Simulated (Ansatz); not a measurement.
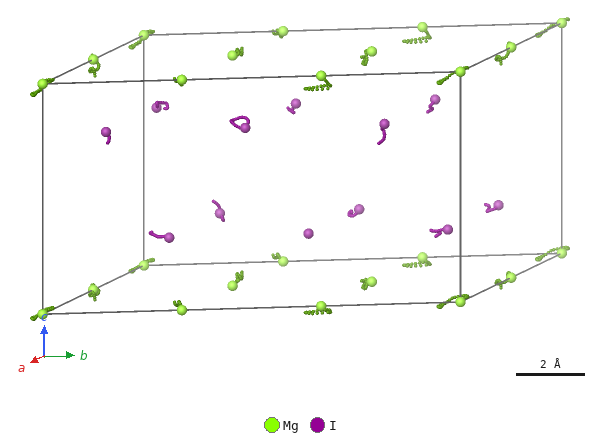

A Born-Oppenheimer molecular dynamics run of an 18-atom cell of MgI2 (set up in P-3m1), 240 fs long. Dots mark each atom's position at evenly spaced times, in the colour of its element; spheres stand at the starting positions. Seen slightly off an axis in the simulation cell.

Level of theory: Ansatz, DFT LDA, scalar-relativistic, plane waves, PAW. Set-up: plane-wave cutoff 420 eV; k-point mesh 1 × 1 × 1; Fermi-Dirac smearing 0.05 eV; low-accuracy preset; Langevin thermostat and barostat (NPT); set temperature 900 K; time step 3 fs; friction 0.005 per fs; target pressure 1 GPa.

Input file:
```yaml
accuracy: low
crystal:
  lattice:
    - [8.3628, 0.0, 0.0]
    - [-6.2721, 10.863596, 0.0]
    - [0.0, 0.0, 6.9488]
  atoms:
    - { symbol: Mg, position: [0.0, 0.0, 0.0] }
    - { symbol: I, position: [0.1666667, 0.2222222, 0.25] }
    - { symbol: I, position: [0.3333333, 0.1111111, 0.75] }
    - { symbol: Mg, position: [0.0, 0.3333333, 0.0] }
    - { symbol: I, position: [0.1666667, 0.5555556, 0.25] }
    - { symbol: I, position: [0.3333333, 0.4444444, 0.75] }
    - { symbol: Mg, position: [0.0, 0.6666667, 0.0] }
    - { symbol: I, position: [0.1666667, 0.8888889, 0.25] }
    - { symbol: I, position: [0.3333333, 0.7777778, 0.75] }
    - { symbol: Mg, position: [0.5, 0.0, 0.0] }
    - { symbol: I, position: [0.6666667, 0.2222222, 0.25] }
    - { symbol: I, position: [0.8333333, 0.1111111, 0.75] }
    - { symbol: Mg, position: [0.5, 0.3333333, 0.0] }
    - { symbol: I, position: [0.6666667, 0.5555556, 0.25] }
    - { symbol: I, position: [0.8333333, 0.4444444, 0.75] }
    - { symbol: Mg, position: [0.5, 0.6666667, 0.0] }
    - { symbol: I, position: [0.6666667, 0.8888889, 0.25] }
    - { symbol: I, position: [0.8333333, 0.7777778, 0.75] }
basis:
  ecutwfc: 420.0
kpoints:
  mp_grid: { grid: [1, 1, 1] }
hamiltonian:
  xc: lda
scf:
  occupations: { method: fermi_dirac, width: 0.05 }
  lower_state_search: "off"
md:
  timestep: 3.0
  n_steps: 80
  ensemble: npt_langevin
  temperature: 900.0
  initial_velocities: maxwell_boltzmann
  seed: 140041
  friction: 0.005
  pressure: 1.0
  fix_cell: [shape]
```

Run as
```bash
ansatz run input.yaml --threads 2 --pin off --max-ram 5120MiB --backend cpu --events-out ev --progress --plain --runs-dir out
```

Describe the motion.

Root-mean-square distances from the starting positions over the second half, with the common drift of all atoms taken out: Mg 0.36 Å, I 0.31 Å. That is small against the typical shortest distance between atoms in the first frame, about 3.0 Å: the atoms vibrate about their sites and the arrangement holds. Over the second half the temperature averages 787 K (spread ±105 K). The potential energy is still drifting at the end, so the run hasn't reached equilibrium. The potential energy in the second half lies on average 77.1 meV per atom above the first frame. The mean pressure there is 1.6 GPa. The volume ends −8.3 % from the start. The conserved quantity stays between −0.15 and 0.034 meV per atom of its start. A straight-line fit has a slope that amounts to −0.072 meV per atom over 240 fs (under 0.1 % of the mean kinetic energy), and the ripple about it is 0.2 % of the kinetic energy's fluctuation. With a drift under 2 % and a ripple under 7 %, the integration is accurate.

Limits of the set-up: the program's low-accuracy preset was used.

The run took 12 min on 2 threads of Intel(R) Xeon(R) Processor @ 2.50GHz (Skylake/Cascade Lake) (shared host), peak memory 0.67 GiB.
